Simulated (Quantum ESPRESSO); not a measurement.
HfB: single-point calculation

HfB (Fm-3m, 2 atoms in the cell), computed with Kohn-Sham DFT of a periodic cell, PBE, SSSP 1.3 efficiency PBE, no spin polarisation (Quantum ESPRESSO 7.5).

The structure derives from an entry of the Crystallography Open Database.

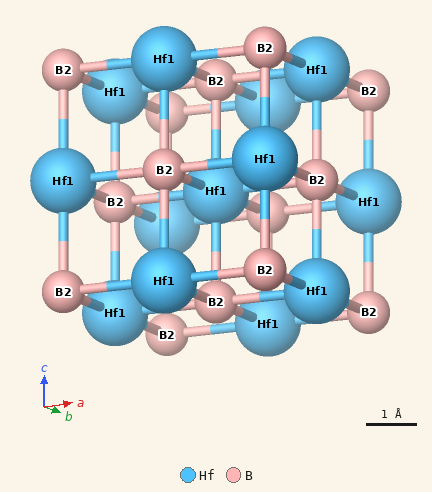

*The structure as given in the input (ball-and-stick view of the cell 4 times as large as that of the calculation, set on its symmetry axes, seen at an oblique angle; atoms are numbered from 1 in the order of the input). An atom can appear more than once, as a periodic image.*

### Input
```
&CONTROL
  calculation = 'scf'
  prefix = 'pwscf'
  outdir = './tmp'
  pseudo_dir = './pseudo'
  tstress = .true.
  disk_io = 'nowf'
/
&SYSTEM
  ibrav = 0
  nat = 2
  ntyp = 2
  ecutwfc = 60
  ecutrho = 440
  nbnd = 13
  occupations = 'smearing'
  smearing = 'fd'
  degauss = 0.00367493
/
&ELECTRONS
  conv_thr = 4d-10
  electron_maxstep = 120
  mixing_beta = 0.5
/
ATOMIC_SPECIES
Hf   178.4900 Hf-sp.oncvpsp.upf
B     10.8100 b_pbe_v1.4.uspp.F.UPF
CELL_PARAMETERS angstrom
   0.0000000000    2.3100000000    2.3100000000
   2.3100000000    0.0000000000    2.3100000000
   2.3100000000    2.3100000000    0.0000000000
ATOMIC_POSITIONS crystal
Hf     0.5000000000    0.5000000000    0.5000000000
B      0.0000000000    0.0000000000    0.0000000000
K_POINTS automatic
10 10 10 0 0 0
```

Run on 2 threads of Intel Xeon (Granite Rapids), 192 GiB of memory available, shared host.

Command:
```bash
OMP_NUM_THREADS=1 mpirun -n 2 pw.x -nk 2 -in pw.in > pw.out
```

### What the program printed
```
This program is part of the open-source Quantum ESPRESSO suite
     for quantum simulation of materials; please cite
         "P. Giannozzi et al., J. Phys.:Condens. Matter 21 395502 (2009);
         "P. Giannozzi et al., J. Phys.:Condens. Matter 29 465901 (2017);
         "P. Giannozzi et al., J. Chem. Phys. 152 154105 (2020);
          URL
     in publications or presentations arising from this work. More details at

     Message from routine setup:
     using ibrav=0 with symmetry is DISCOURAGED, use correct ibrav instead

     K-points division:     npool     =       2
     Subspace diagonalization in iterative solution of the eigenvalue problem:
     a serial algorithm will be used

     G-vector sticks info
     --------------------
     sticks:   dense  smooth     PW     G-vecs:    dense   smooth      PW
     Sum        1159     637    199                25893    10417    1837

     Using Slab Decomposition

     bravais-lattice index     =            0
     lattice parameter (alat)  =       6.1734  a.u.
     unit-cell volume          =     166.3652 (a.u.)^3
     number of atoms/cell      =            2
     number of atomic types    =            2
     number of electrons       =        15.00
     number of Kohn-Sham states=           13
     kinetic-energy cutoff     =      60.0000  Ry
     charge density cutoff     =     440.0000  Ry
     scf convergence threshold =      4.0E-10
     mixing beta               =       0.5000
     number of iterations used =            8  plain     mixing
     Exchange-correlation=  SLA  PW   PBX  PBC
                           (   1   4   3   4   0   0   0)

     celldm(1)=   6.173420  celldm(2)=   0.000000  celldm(3)=   0.000000
     celldm(4)=   0.000000  celldm(5)=   0.000000  celldm(6)=   0.000000

     crystal axes: (cart. coord. in units of alat)
               a(1) = (   0.000000   0.707107   0.707107 )
               a(2) = (   0.707107   0.000000   0.707107 )
               a(3) = (   0.707107   0.707107   0.000000 )

     reciprocal axes: (cart. coord. in units 2 pi/alat)
               b(1) = ( -0.707107  0.707107  0.707107 )
               b(2) = (  0.707107 -0.707107  0.707107 )
               b(3) = (  0.707107  0.707107 -0.707107 )

     PseudoPot. # 1 for Hf read from file:
     Hf-sp.oncvpsp.upf
     Pseudo is Norm-conserving + core correction, Zval = 12.0
     Generated using ONCVPSP code by D. R. Hamann
     Using radial grid of 1656 points,  8 beta functions with:
                l(1) =   0
                l(2) =   0
                l(3) =   1
                l(4) =   1
                l(5) =   2
                l(6) =   2
                l(7) =   3
                l(8) =   3

     PseudoPot. # 2 for B  read from file:
     b_pbe_v1.4.uspp.F.UPF
     Pseudo is Ultrasoft + core correction, Zval =  3.0
     Generated by new atomic code, or converted to UPF format
     Using radial grid of  781 points,  4 beta functions with:
                l(1) =   0
                l(2) =   0
                l(3) =   1
                l(4) =   1
     Q(r) pseudized with  8 coefficients,  rinner =    1.100   1.100   1.100

     atomic species   valence    mass     pseudopotential
     Hf               12.00   178.49000     Hf( 1.00)
     B                 3.00    10.81000     B ( 1.00)

     48 Sym. Ops., with inversion, found

   Cartesian axes

     site n.     atom                  positions (alat units)
         1        Hf     tau(   1) = (   0.7071068   0.7071068   0.7071068  )
         2        B      tau(   2) = (   0.0000000   0.0000000   0.0000000  )

     number of k points=    47  Fermi-Dirac smearing, width (Ry)=  0.0037
                       cart. coord. in units 2pi/alat
        k(    1) = (   0.0000000   0.0000000   0.0000000), wk =   0.0020000
        k(    2) = (   0.0707107   0.0707107  -0.0707107), wk =   0.0160000
        k(    3) = (   0.1414214   0.1414214  -0.1414214), wk =   0.0160000
        k(    4) = (   0.2121320   0.2121320  -0.2121320), wk =   0.0160000
        k(    5) = (   0.2828427   0.2828427  -0.2828427), wk =   0.0160000
        k(    6) = (  -0.3535534  -0.3535534   0.3535534), wk =   0.0080000
        k(    7) = (   0.1414214  -0.0000000   0.0000000), wk =   0.0120000
        k(    8) = (   0.2121320   0.0707107  -0.0707107), wk =   0.0480000
        k(    9) = (   0.2828427   0.1414214  -0.1414214), wk =   0.0480000
        k(   10) = (   0.3535534   0.2121320  -0.2121320), wk =   0.0480000
        k(   11) = (  -0.2828427  -0.4242641   0.4242641), wk =   0.0480000
        k(   12) = (  -0.2121320  -0.3535534   0.3535534), wk =   0.0480000
        k(   13) = (  -0.1414214  -0.2828427   0.2828427), wk =   0.0480000
        k(   14) = (  -0.0707107  -0.2121320   0.2121320), wk =   0.0480000
        k(   15) = (   0.0000000  -0.1414214   0.1414214), wk =   0.0240000
        k(   16) = (   0.2828427  -0.0000000   0.0000000), wk =   0.0120000
        k(   17) = (   0.3535534   0.0707107  -0.0707107), wk =   0.0480000
        k(   18) = (   0.4242641   0.1414214  -0.1414214), wk =   0.0480000
        k(   19) = (  -0.2121320  -0.4949747   0.4949747), wk =   0.0480000
        k(   20) = (  -0.1414214  -0.4242641   0.4242641), wk =   0.0480000
        k(   21) = (  -0.0707107  -0.3535534   0.3535534), wk =   0.0480000
        k(   22) = (   0.0000000  -0.2828427   0.2828427), wk =   0.0240000
        k(   23) = (   0.4242641   0.0000000  -0.0000000), wk =   0.0120000
        k(   24) = (   0.4949747   0.0707107  -0.0707107), wk =   0.0480000
        k(   25) = (  -0.1414214  -0.5656854   0.5656854), wk =   0.0480000
        k(   26) = (  -0.0707107  -0.4949747   0.4949747), wk =   0.0480000
        k(   27) = (  -0.0000000  -0.4242641   0.4242641), wk =   0.0240000
        k(   28) = (   0.5656854  -0.0000000   0.0000000), wk =   0.0120000
        k(   29) = (  -0.0707107  -0.6363961   0.6363961), wk =   0.0480000
        k(   30) = (   0.0000000  -0.5656854   0.5656854), wk =   0.0240000
        k(   31) = (  -0.7071068   0.0000000   0.0000000), wk =   0.0060000
        k(   32) = (   0.2828427   0.1414214   0.0000000), wk =   0.0480000
        k(   33) = (   0.3535534   0.2121320  -0.0707107), wk =   0.0960000
        k(   34) = (  -0.2828427  -0.4242641   0.5656854), wk =   0.0960000
        k(   35) = (  -0.2121320  -0.3535534   0.4949747), wk =   0.0480000
        k(   36) = (   0.4242641   0.1414214  -0.0000000), wk =   0.0480000
        k(   37) = (  -0.2121320  -0.4949747   0.6363961), wk =   0.0960000
        k(   38) = (  -0.1414214  -0.4242641   0.5656854), wk =   0.0960000
        k(   39) = (  -0.0707107  -0.3535534   0.4949747), wk =   0.0960000
        k(   40) = (   0.0000000  -0.2828427   0.4242641), wk =   0.0480000
        k(   41) = (  -0.1414214  -0.5656854   0.7071068), wk =   0.0480000
        k(   42) = (  -0.0707107  -0.4949747   0.6363961), wk =   0.0960000
        k(   43) = (  -0.0000000  -0.4242641   0.5656854), wk =   0.0480000
        k(   44) = (  -0.7071068   0.1414214   0.0000000), wk =   0.0240000
        k(   45) = (  -0.1414214  -0.4242641   0.7071068), wk =   0.0480000
        k(   46) = (  -0.0707107  -0.3535534   0.6363961), wk =   0.0480000
        k(   47) = (  -0.7071068   0.2828427   0.0000000), wk =   0.0240000

     Dense  grid:    25893 G-vectors     FFT dimensions: (  45,  45,  45)

     Smooth grid:    10417 G-vectors     FFT dimensions: (  32,  32,  32)

     Initial potential from superposition of free atoms

     starting charge      14.9979, renormalised to      15.0000
     Starting wfcs are   14 randomized atomic wfcs

     Self-consistent Calculation

     iteration #  1     ecut=    60.00 Ry     beta= 0.50
     Davidson diagonalization with overlap
     ethr =  1.00E-02,  avg # of iterations =  3.2

     total energy              =    -119.20446408 Ry
     estimated scf accuracy    <       0.19935006 Ry

     iteration #  2     ecut=    60.00 Ry     beta= 0.50
     Davidson diagonalization with overlap
     ethr =  1.33E-03,  avg # of iterations =  2.2

     total energy              =    -119.25817987 Ry
     estimated scf accuracy    <       0.00766384 Ry

     iteration #  3     ecut=    60.00 Ry     beta= 0.50
     Davidson diagonalization with overlap
     ethr =  5.11E-05,  avg # of iterations =  2.9

     total energy              =    -119.25943485 Ry
     estimated scf accuracy    <       0.00053190 Ry

     iteration #  4     ecut=    60.00 Ry     beta= 0.50
     Davidson diagonalization with overlap
     ethr =  3.55E-06,  avg # of iterations =  3.4

     total energy              =    -119.25949216 Ry
     estimated scf accuracy    <       0.00024143 Ry

     iteration #  5     ecut=    60.00 Ry     beta= 0.50
     Davidson diagonalization with overlap
     ethr =  1.61E-06,  avg # of iterations =  2.0

     total energy              =    -119.25954251 Ry
     estimated scf accuracy    <       0.00000026 Ry

     iteration #  6     ecut=    60.00 Ry     beta= 0.50
     Davidson diagonalization with overlap
     ethr =  1.70E-09,  avg # of iterations =  4.1

     total energy              =    -119.25954137 Ry
     estimated scf accuracy    <       0.00000474 Ry

     iteration #  7     ecut=    60.00 Ry     beta= 0.50
     Davidson diagonalization with overlap
     ethr =  1.70E-09,  avg # of iterations =  3.1

     total energy              =    -119.25954254 Ry
     estimated scf accuracy    <       0.00000013 Ry

     iteration #  8     ecut=    60.00 Ry     beta= 0.50
     Davidson diagonalization with overlap
     ethr =  8.57E-10,  avg # of iterations =  2.0

     End of self-consistent calculation

          k = 0.0000 0.0000 0.0000 (  1291 PWs)   bands (ev):

   -44.9034 -13.4153 -13.4153 -13.4153   5.2887  17.0627  17.0627  17.0627
    18.8329  18.8329  18.8329  19.0821  19.0821

          k = 0.0707 0.0707-0.0707 (  1309 PWs)   bands (ev):

   -44.8991 -13.4899 -13.4228 -13.4228   5.5764  16.1546  16.6934  16.6934
    17.7938  17.7938  19.2909  21.0672  21.0672

          k = 0.1414 0.1414-0.1414 (  1324 PWs)   bands (ev):

   -44.8877 -13.6802 -13.4425 -13.4425   6.3805  14.6305  15.3975  15.3975
    18.3792  18.3792  19.7947  23.4467  23.4467

          k = 0.2121 0.2121-0.2121 (  1314 PWs)   bands (ev):

   -44.8736 -13.9062 -13.4666 -13.4666   7.5450  13.1309  14.3427  14.3427
    19.5080  19.5080  20.3406  25.9004  25.9004

          k = 0.2828 0.2828-0.2828 (  1302 PWs)   bands (ev):

   -44.8621 -14.0823 -13.4859 -13.4859   8.8580  11.7617  13.6919  13.6919
    20.7645  20.7645  21.2700  25.1195  28.0258

          k =-0.3536-0.3536 0.3536 (  1308 PWs)   bands (ev):

   -44.8577 -14.1481 -13.4932 -13.4932   9.8345  10.7995  13.4728  13.4728
    21.4076  21.4076  22.4494  23.3330  29.4243

          k = 0.1414-0.0000 0.0000 (  1299 PWs)   bands (ev):

   -44.8976 -13.4846 -13.4404 -13.4404   5.6690  16.0469  16.5822  16.6826
    16.6826  19.2426  19.7340  19.7340  22.0500

          k = 0.2121 0.0707-0.0707 (  1315 PWs)   bands (ev):

   -44.8886 -13.6262 -13.4682 -13.4540   6.2904  14.6509  15.4342  16.0580
    17.2359  19.1116  20.3637  21.6751  23.8910

          k = 0.2828 0.1414-0.1414 (  1312 PWs)   bands (ev):

   -44.8754 -13.8342 -13.4953 -13.4780   7.3176  13.3091  14.4005  15.0341
    18.1140  19.9481  20.8995  23.9126  26.0938

          k = 0.3536 0.2121-0.2121 (  1308 PWs)   bands (ev):

   -44.8630 -14.0199 -13.5116 -13.5102   8.5641  12.0343  13.7701  14.1921
    19.2293  21.0601  21.6690  25.9163  25.9746

          k =-0.2828-0.4243 0.4243 (  1307 PWs)   bands (ev):

   -44.8563 -14.1178 -13.5381 -13.5109   9.8336  10.8167  13.5513  13.7073
    20.4976  21.5012  22.2719  24.3770  27.5893

          k =-0.2121-0.3536 0.3536 (  1307 PWs)   bands (ev):

   -44.8577 -14.0960 -13.5503 -13.4936   9.4683  11.1837  13.6292  13.6906
    20.6933  21.0192  21.9809  24.8198  26.9641

          k =-0.1414-0.2828 0.2828 (  1315 PWs)   bands (ev):

   -44.8668 -13.9627 -13.5412 -13.4662   8.1679  12.4996  13.9713  14.1358
    19.3834  20.3167  21.4343  25.1430  26.5732

          k =-0.0707-0.2121 0.2121 (  1321 PWs)   bands (ev):

   -44.8801 -13.7652 -13.5119 -13.4389   6.9549  13.9540  14.7245  14.8180
    18.2231  19.6438  20.5439  23.0413  25.6857

          k = 0.0000-0.1414 0.1414 (  1311 PWs)   bands (ev):

   -44.8924 -13.5825 -13.4670 -13.4223   6.0341  15.4777  15.6031  15.8291
    17.4935  18.8263  19.9787  21.3097  23.2544

          k = 0.2828-0.0000 0.0000 (  1307 PWs)   bands (ev):

   -44.8824 -13.6599 -13.5059 -13.5059   6.6743  13.7988  15.5782  16.4022
    16.4022  19.6890  21.3852  21.3852  24.6180

          k = 0.3536 0.0707-0.0707 (  1315 PWs)   bands (ev):

   -44.8715 -13.8030 -13.5411 -13.5401   7.4323  12.9795  14.6833  15.9354
    16.9367  20.2916  21.9878  22.6771  25.9917

          k = 0.4243 0.1414-0.1414 (  1308 PWs)   bands (ev):

   -44.8601 -13.9546 -13.5880 -13.5605   8.3992  12.2494  13.9557  15.0894
    17.8385  21.3837  22.3657  24.1386  26.7742

          k =-0.2121-0.4950 0.4950 (  1301 PWs)   bands (ev):

   -44.8524 -14.0463 -13.6440 -13.5570   9.3929  11.4591  13.6736  14.3831
    18.9529  21.7628  22.3855  25.7558  25.9790

          k =-0.1414-0.4243 0.4243 (  1295 PWs)   bands (ev):

   -44.8515 -14.0494 -13.6836 -13.5318   9.9812  10.9085  13.6476  13.9797
    20.3656  20.9197  21.8896  26.0482  26.5629

          k =-0.0707-0.3536 0.3536 (  1308 PWs)   bands (ev):

   -44.8577 -13.9739 -13.6804 -13.4943   9.0791  11.7509  13.7675  13.9197
    19.7039  21.4471  21.8649  24.1835  26.5027

          k = 0.0000-0.2828 0.2828 (  1326 PWs)   bands (ev):

   -44.8686 -13.8655 -13.6155 -13.4588   7.9212  12.9157  14.1223  14.1898
    18.7129  21.1866  21.3796  23.1498  27.9496

          k = 0.4243 0.0000-0.0000 (  1311 PWs)   bands (ev):

   -44.8635 -13.8653 -13.5862 -13.5862   7.7706  12.7197  14.6221  16.5568
    16.5568  20.3050  22.7319  22.7319  26.3682

          k = 0.4950 0.0707-0.0707 (  1301 PWs)   bands (ev):

   -44.8544 -13.9604 -13.6366 -13.6136   8.2278  12.6982  14.0835  16.2145
    17.0356  21.2179  22.8545  23.1260  27.3036

          k =-0.1414-0.5657 0.5657 (  1300 PWs)   bands (ev):

   -44.8477 -14.0059 -13.7202 -13.6132   8.7603  12.5884  13.7420  15.4105
    17.7192  22.1051  22.6388  23.8508  26.4618

          k =-0.0707-0.4950 0.4950 (  1303 PWs)   bands (ev):

   -44.8459 -13.9739 -13.8167 -13.5851   9.3445  12.0461  13.6320  14.6752
    18.6777  21.4312  22.5895  25.3427  25.9125

          k =-0.0000-0.4243 0.4243 (  1306 PWs)   bands (ev):

   -44.8497 -13.9410 -13.8229 -13.5398   9.6988  11.4409  13.5798  14.1630
    20.2379  20.4501  22.5538  24.1694  28.0920

          k = 0.5657-0.0000 0.0000 (  1306 PWs)   bands (ev):

   -44.8482 -14.0236 -13.6506 -13.6506   8.1439  13.2433  13.9826  16.9814
    16.9814  20.8724  22.9771  22.9771  25.8249

          k =-0.0707-0.6364 0.6364 (  1303 PWs)   bands (ev):

   -44.8438 -14.0511 -13.6985 -13.6581   8.2850  13.5761  13.7773  16.5775
    17.2012  21.8527  22.7358  22.8130  24.9961

          k = 0.0000-0.5657 0.5657 (  1302 PWs)   bands (ev):

   -44.8429 -14.0079 -13.7876 -13.6332   8.6995  13.1351  13.7410  15.6088
    17.5371  22.0966  22.8935  23.8040  24.8790

          k =-0.7071 0.0000 0.0000 (  1298 PWs)   bands (ev):

   -44.8423 -14.0823 -13.6751 -13.6751   8.1120  13.7607  13.9371  17.2345
    17.2345  21.1104  22.7885  22.7885  24.2776

          k = 0.2828 0.1414 0.0000 (  1321 PWs)   bands (ev):

   -44.8786 -13.7433 -13.5364 -13.4663   7.0096  13.6263  14.8046  15.3801
    17.5053  20.0212  21.2297  22.2844  25.6187

          k = 0.3536 0.2121-0.0707 (  1309 PWs)   bands (ev):

   -44.8663 -13.9000 -13.5938 -13.4910   8.0513  12.5971  14.0820  14.6227
    18.3262  21.0008  21.8284  23.6866  26.8947

          k =-0.2828-0.4243 0.5657 (  1311 PWs)   bands (ev):

   -44.8563 -14.0298 -13.6232 -13.5210   9.2141  11.5366  13.7065  14.1135
    19.4031  21.5116  22.0946  25.2671  25.9996

          k =-0.2121-0.3536 0.4950 (  1300 PWs)   bands (ev):

   -44.8524 -14.0793 -13.6309 -13.5351  10.1247  10.6794  13.6358  13.9129
    20.5680  20.7496  22.1776  25.6661  27.0617

          k = 0.4243 0.1414-0.0000 (  1305 PWs)   bands (ev):

   -44.8615 -13.8993 -13.6213 -13.5561   8.0988  12.5397  14.1992  15.4795
    17.4465  21.1764  22.5996  22.9718  26.9546

          k =-0.2121-0.4950 0.6364 (  1304 PWs)   bands (ev):

   -44.8524 -13.9782 -13.6894 -13.5829   8.8371  12.2140  13.7656  14.8478
    18.3026  21.9516  22.5020  23.6555  27.0554

          k =-0.1414-0.4243 0.5657 (  1298 PWs)   bands (ev):

   -44.8477 -14.0050 -13.7474 -13.5886   9.4638  11.7774  13.6462  14.4015
    19.2469  21.1738  22.4383  25.2617  26.4996

          k =-0.0707-0.3536 0.4950 (  1302 PWs)   bands (ev):

   -44.8491 -13.9805 -13.7708 -13.5625   9.6228  11.5447  13.6108  14.1920
    20.0947  20.5377  22.4198  24.6427  27.2340

          k = 0.0000-0.2828 0.4243 (  1303 PWs)   bands (ev):

   -44.8562 -13.9439 -13.7121 -13.5223   8.9691  11.9483  13.7468  14.2318
    19.0956  21.7981  22.3900  23.2737  26.9222

          k =-0.1414-0.5657 0.7071 (  1304 PWs)   bands (ev):

   -44.8476 -14.0070 -13.6893 -13.6420   8.4591  13.0470  13.7830  15.7181
    17.6974  21.9874  22.6076  22.9490  26.4574

          k =-0.0707-0.4950 0.6364 (  1302 PWs)   bands (ev):

   -44.8438 -13.9930 -13.7734 -13.6469   8.8328  13.0667  13.6605  14.9156
    18.3560  21.8770  22.6878  23.4189  25.8090

          k =-0.0000-0.4243 0.5657 (  1298 PWs)   bands (ev):

   -44.8444 -13.9111 -13.8808 -13.6132   9.3102  12.3724  13.5881  14.4770
    19.1097  21.0342  22.8629  24.1735  26.1402

          k =-0.7071 0.1414 0.0000 (  1298 PWs)   bands (ev):

   -44.8423 -14.0445 -13.7152 -13.6772   8.4115  13.6314  13.8269  15.6893
    17.8963  22.2080  22.4628  22.7942  24.9045

          k =-0.1414-0.4243 0.7071 (  1294 PWs)   bands (ev):

   -44.8462 -13.9580 -13.7895 -13.6232   9.1843  12.4521  13.5694  14.4135
    19.3098  21.1209  22.8863  23.3983  26.8145

          k =-0.0707-0.3536 0.6364 (  1300 PWs)   bands (ev):

   -44.8438 -13.9250 -13.8461 -13.6457   9.3120  12.5946  13.5721  14.1741
    20.0592  20.3688  22.6985  23.8030  26.2195

          k =-0.7071 0.2828 0.0000 (  1302 PWs)   bands (ev):

   -44.8424 -13.9446 -13.8188 -13.6806   9.0498  13.5163  13.6144  13.8546
    19.4691  21.2569  22.8036  22.8335  25.9472

     the Fermi energy is    14.8390 ev

!    total energy              =    -119.25954257 Ry
     estimated scf accuracy    <          4.7E-11 Ry
     smearing contrib. (-TS)   =      -0.00082994 Ry
     internal energy E=F+TS    =    -119.25871263 Ry

     The total energy is F=E-TS. E is the sum of the following terms:
     one-electron contribution =     -11.40385097 Ry
     hartree contribution      =      13.19821999 Ry
     xc contribution           =     -31.71781270 Ry
     ewald contribution        =     -89.33526894 Ry

     convergence has been achieved in   8 iterations

     Computing stress (Cartesian axis) and pressure

          total   stress  (Ry/bohr**3)                   (kbar)     P=      306.59
   0.00208413  -0.00000000  -0.00000000          306.59       -0.00       -0.00
  -0.00000000   0.00208413  -0.00000000           -0.00      306.59       -0.00
  -0.00000000  -0.00000000   0.00208413           -0.00       -0.00      306.59

=------------------------------------------------------------------------------=
   JOB DONE.
=------------------------------------------------------------------------------=
```

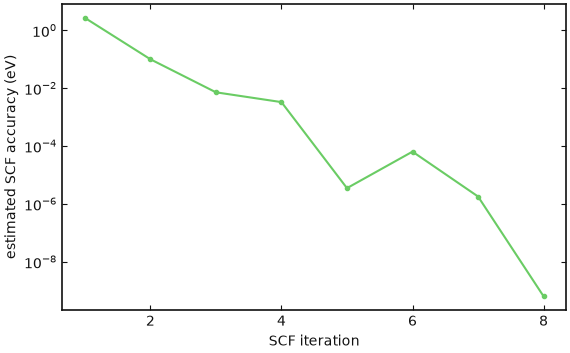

*Convergence of the self-consistent field: estimated SCF accuracy against the iteration.*

The field takes 8 iterations in all.

### Results in brief

```csv
quantity,value
outcome,converged
space group (tolerance 0.01 Å),Fm-3m (225)
electrons treated,15
free energy,−1622.6087 eV
Fermi energy,14.839 eV
gap on the k-point mesh,none (metallic)
pressure,30.66 GPa
wall time,4.7 s (CPU time 8.8 s)
peak memory,0.16 GiB
```

### Notes

Spin–orbit coupling is left out, which matters for Hf. The cell is under a pressure of 31 GPa at this level, so it is not at its equilibrium volume.
